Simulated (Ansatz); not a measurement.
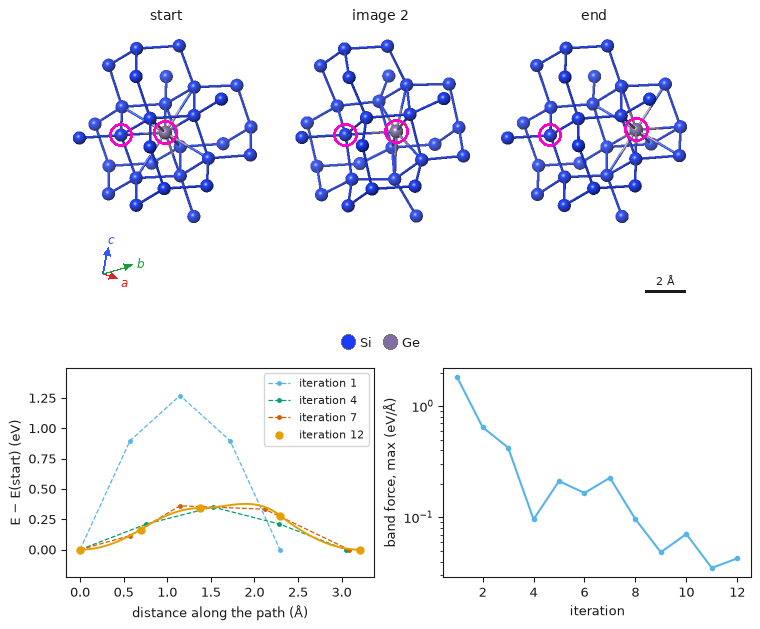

A search for the minimum-energy path of Si with an interstitial Ge (17 atoms in the cell) by the nudged elastic band. Images are numbered from 0 (start) to 4 (end). The plot follows the band through its iterations. A ball-and-stick model of the atoms within 5.4 Å of the middle of the path, seen slightly off an axis. The atoms that move most are ringed. Bonds to atoms that aren't drawn are left out.

These are results of Ansatz, DFT PBE, scalar-relativistic, plane waves, PAW, not measurements. Set-up: plane-wave cutoff 300 eV; k-point mesh 2 × 2 × 2; Gaussian smearing 0.02 eV; 3 movable images; climbing image; force threshold 0.05 eV/Å; iteration limit 50.

### How did the profile develop, and is the result final?

The run is converged, with reservations. The band converged in 12 iterations. The largest component of the band force went from 1.8 to 0.043 eV/Å. The climbing image converged on the top of the path. Its curvatures weren't checked. The plane-wave cutoff is below what these potentials need, so energies and forces are off. The first iteration put the highest image at 1.27 eV. The two ends have nearly the same energy, and the highest point, image 2, lies 0.34 eV above the start.

Limits of the set-up: the cutoff lies below the recommended one; the periodic images lie only 7.7 Å apart, so the values are limited by the cell's size.

Cost: 2.8 min on 1 thread of Arm Neoverse V1, with other jobs on the host, peak memory 0.56 GiB.

PAW datasets: the set soft_1.
